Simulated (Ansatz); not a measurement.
# A series of single points on Pb

System: Pb (C2/m, 2 atoms in the cell).
Method: Kohn-Sham DFT of a periodic cell, PBE0, Ansatz PAW, no spin polarisation (Ansatz 0.2.0).

The 6 runs differ only in the geometry, by an even scaling of the cell at fixed fractional positions. The structure derives from a Materials Project entry.

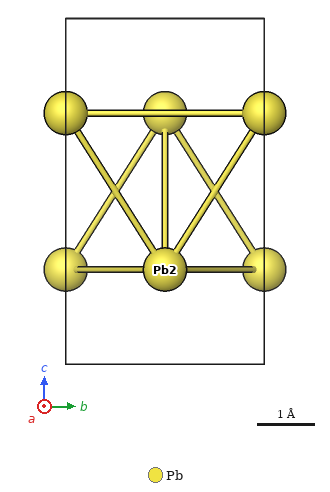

Figure 1. The structure of run 4 (ball-and-stick view of the cell 2 times as large as that of the calculation, set on its symmetry axes, along the a axis; atoms are numbered from 1 in the order of the input). An atom can appear more than once, as a periodic image.

### Input of run 4
```yaml
crystal:
  lattice:
    - [3.0386068135, -1.75031996, 0.0]
    - [3.0386068135, 1.75031996, 0.0]
    - [-2.1154626375, 0.0, 6.0952248674]
  atoms:
    - { symbol: Pb, position: [0.90850841, 0.90850841, 0.7262922] }
    - { symbol: Pb, position: [0.09149159, 0.09149159, 0.2737078] }
hamiltonian:
  xc: pbe0
  pseudopotentials: { kind: paw }
kpoints:
  mp_grid: { grid: [6, 6, 4] }
scf:
  occupations: { method: fermi_dirac, width: 0.05 }
output:
  forces: true
  stress: true
  eigenvalues: true
```

Run 2 differs from it as follows:
```diff
-    - [3.0386068135, -1.75031996, 0.0]
-    - [3.0386068135, 1.75031996, 0.0]
-    - [-2.1154626375, 0.0, 6.0952248674]
+    - [2.997539525, -1.7266640877, 0.0]
+    - [2.997539525, 1.7266640877, 0.0]
+    - [-2.0868717998, 0.0, 6.0128468655]
```

### Results, with one run withheld

| run | volume per atom (Å³) | free energy per atom, from the lowest run given (meV) | pressure (GPa) |
| --- | --- | --- | --- |
| 1 | 30.473 | 15.05 | 2.83 |
| 2 | 31.121 | ? | ? |
| 3 | 31.769 | 1.04 | 0.71 |
| 4 | 32.418 | 0.00 | −0.18 |
| 5 | 33.714 | 6.88 | −1.46 |
| 6 | 34.363 | 14.12 | −2.10 |

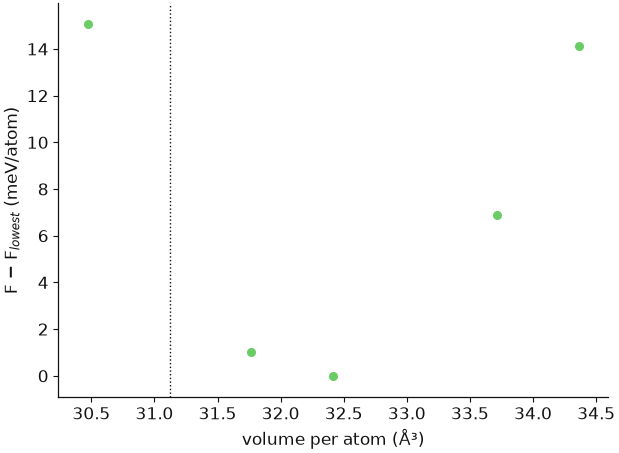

Figure 2. Free energy per atom of the runs given; the dotted line marks run 2.

What should run 2 give?

A cubic polynomial in V^(−2/3) (the Birch–Murnaghan form), fitted to the 5 runs given, misses them by at most 0.04 meV per atom. With x = V^(−2/3) − 0.09820 Å⁻², it reads F = 0.055237 − 737.26 x + 9.2947e+05 x² + 1.229e+07 x³ (meV per atom). At run 2 it gives 5.90 meV per atom, and the run itself gives 5.90. The slope of the fit gives a pressure −dF/dV of 1.70 GPa there, and the run prints 1.71 GPa. The fit has its minimum at 32.302 Å³ per atom, where V d²F/dV² gives 40.5 GPa. Cell shape and fractional positions are held, so this is the stiffness under even scaling; the relaxed bulk modulus wasn't computed.

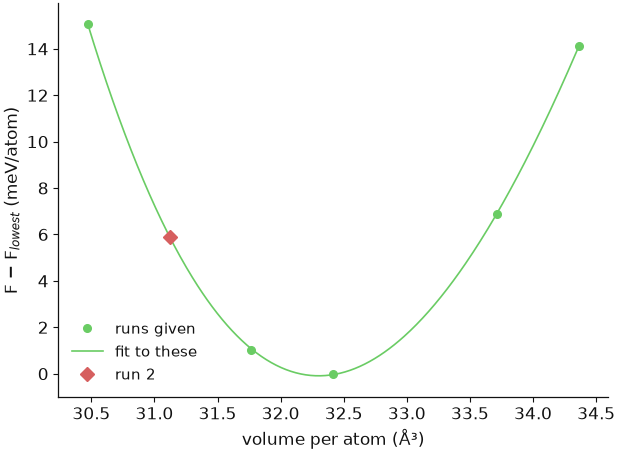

Figure 3. The fit and the withheld run.

### Output, shortened to warnings, some set-up lines, iterations and results (run 2)
```
Warning: output.stress: scf.convergence.dr2_threshold = 1e-7 eV (the SCF's general default) is looser than the 2e-10 eV advised for a printed stress (1e-10 eV for each atom of the cell: 2). What an SCF threshold leaves in a stress goes as its square root, and in the free energy as the threshold itself, and one threshold admits the most on a small cell: of the crystals measured, under no hybrid …
Warning: output.stress: scf.exx.energy_threshold = 1e-6 eV is looser than the 2e-8 eV advised for a stress under a hybrid functional (1e-8 eV for each atom of the cell: 2). Every SCF of the exchange loop can meet its threshold on dr2 while the loop round them stops early: no threshold on dr2 bounds what that leaves in the stress. Set scf.exx.energy_threshold to 2e-8 eV or tighter. The threshold …
Basis set: ecut = 420 eV, 1213 PW (Γ), exchange–correlation on 48×48×90 points (8 copies of the dense FFT grid, shifted against one another)
Symmetry: 4 space group operations
k-points: 47 of 144
Initial density: superposition of atomic densities (neutral atoms: chi_scale 0, normalization atom), corrected by the library's trained network
[...]
SCF iter   1: F=—  HF=-23812.602075 eV  |F-HF|=—  |Δ(HF+E_count)|=         —  Δρ=1.63e-3  dr2=5.47e-3  ethr=1.77e-3  ⟨swp⟩=6.9  Hψ=3543  notcnv=0
SCF iter   2: F=—  HF=-23812.601892 eV  |F-HF|=—  |Δ(HF+E_count)|=   1.83e-4  Δρ=1.12e-3  dr2=2.95e-3  ethr=1.95e-5  ⟨swp⟩=5.1  Hψ=2275  notcnv=0  defer=32
SCF iter   3: F=—  HF=-23812.601357 eV  |F-HF|=—  |Δ(HF+E_count)|=   5.34e-4  Δρ=2.73e-4  dr2=1.83e-4  ethr=7.12e-7  ⟨swp⟩=3.4  Hψ=3348  notcnv=0  defer=2
SCF iter   4: F=—  HF=-23812.601336 eV  |F-HF|=—  |Δ(HF+E_count)|=   2.11e-5  Δρ=1.18e-4  dr2=1.73e-5  ethr=6.54e-7  ⟨swp⟩=3.4  Hψ=1653  notcnv=0
SCF iter   5: F=—  HF=-23812.601339 eV  |F-HF|=—  |Δ(HF+E_count)|=   3.28e-6  Δρ=3.14e-5  dr2=7.19e-7  ethr=6.18e-8  ⟨swp⟩=4.0  Hψ=2095  notcnv=0
[... 19 lines ...]
SCF iter   6: F=—  HF=-23813.702902 eV  |F-HF|=—  |Δ(HF+E_count)|=  7.42e-10  Δρ=4.73e-7  dr2=7.03e-9  ethr=1.09e-11  ⟨swp⟩=3.3  Hψ=1694  notcnv=0
SCF iter   7: F=—  HF=-23813.702902 eV  |F-HF|=—  |Δ(HF+E_count)|=   3.25e-8  Δρ=8.46e-7  dr2=1.21e-9  ethr=1.00e-12  ⟨swp⟩=4.7  Hψ=2791  notcnv=0
SCF iter   8: F=—  HF=-23813.702902 eV  |F-HF|=—  |Δ(HF+E_count)|=   1.42e-9  Δρ=5.23e-7  dr2=6.08e-10  ethr=1.00e-12  ⟨swp⟩=4.1  Hψ=2549  notcnv=0
SCF iter   9: F=-23813.702902 eV  HF=-23813.702902 eV  |F-HF|=1.02e-10  |Δ(HF+E_count)|=  1.09e-11  Δρ=2.80e-7  dr2=1.64e-10  ethr=1.00e-12  ⟨swp⟩=4.0  Hψ=2276  notcnv=0
SCF 3 converged in 9 iterations: F = -23813.702902 eV  dr2 = 1.64e-10
  Residual-converged pass: ⟨swp⟩=3.0  Hψ=1943  notcnv=0  max |occ|·‖R‖ = 2.4e-7 eV (tolerance 2.7e-7 eV)  dr2=1.66e-10  dr2_onsite=2.23e-12  max |Δocc| = 7.9e-14
hybrid outer 2: dexx = +4.521e-7 eV, tail = 5.57e-9 eV, Δε = 5.45e-3 eV (about 1.28e-4 eV left of the loop's levels), ΔF = 3.08e-3 eV/Å (tail 4.21e-4)
hybrid SCF converged: 2 outer / 17 inner (+9 warm-up), last move |dexx| = 4.52e-7 eV, tail = 5.57e-9 eV
Stability not checked: this state was not tested for a lower state beside it, because the functional holds exact exchange (a hybrid, or Hartree-Fock), whose exchange loop this test does not read (fock_operator; see scf.lower_state_search)
Free energy (F): -23813.702902 eV
Frozen-core exchange: fock
Harris-Foulkes:  -23813.702902 eV  (|F-HF|=1.02e-10)
Internal energy: -23813.702454 eV  (E = F + TS)
E sigma→0 (E₀):  -23813.702678 eV
Entropy (-TS):   -0.000448 eV (-0.224 meV/atom)
Fermi energy:    10.511904 eV
--- Per-component energies (eV) ---
  E_band       = -141.547793
  E_kinetic    = 577.737987
  E_local      = -2125.437197  (includes V_loc(G=0)·N_el)
  E_nonlocal   = 699.221653
  E_hartree    = 851.985517
  E_xc         = -339.053353
  E_vxc        = -204.153800  (∫ρ·V_xc dr)
  E_exx        = -73.909488  (= α·E_x^exact, valence–valence)
  E_paw        = -20843.876632  (= ΣΔE_a)
  E_vpaw       = -645.069075  (= ΣTr[D̂ρ^β])
  E_aug_tail   = 0.000098  (compensation charges beyond the density's cutoff)
  E_ewald      = -2561.107184
  E_core_change = 0.736146  (= ΣΔE_core)
  E_smearing   = -0.000448  (= −TS)
  E_closure    = 0.000000  (closes the sum)
  Σ components = -23813.702902   (vs F -23813.702902, Δ=0.00e0)
--- Forces (eV/Å), atoms counted from 1 ---
  atom   1  Pb    -0.02998994    -0.00000000     0.22225582
  atom   2  Pb     0.02998994     0.00000000    -0.22225582
  max |Σ_I F_I| component: 0.00e0 eV/Å
--- Stress (GPa, compression-positive) ---
        0.262219      -0.000000      -0.035587
       -0.000000       0.926377       0.000000
       -0.035587       0.000000       3.932230
  P = ⅓ Tr σ = 1.7069 GPa (17.069 kbar)
```

Warnings of the run: the exchange loop's threshold is looser than advised for the stress; the SCF threshold is looser than advised for the printed stress. Spin–orbit coupling is left out, which matters for Pb.
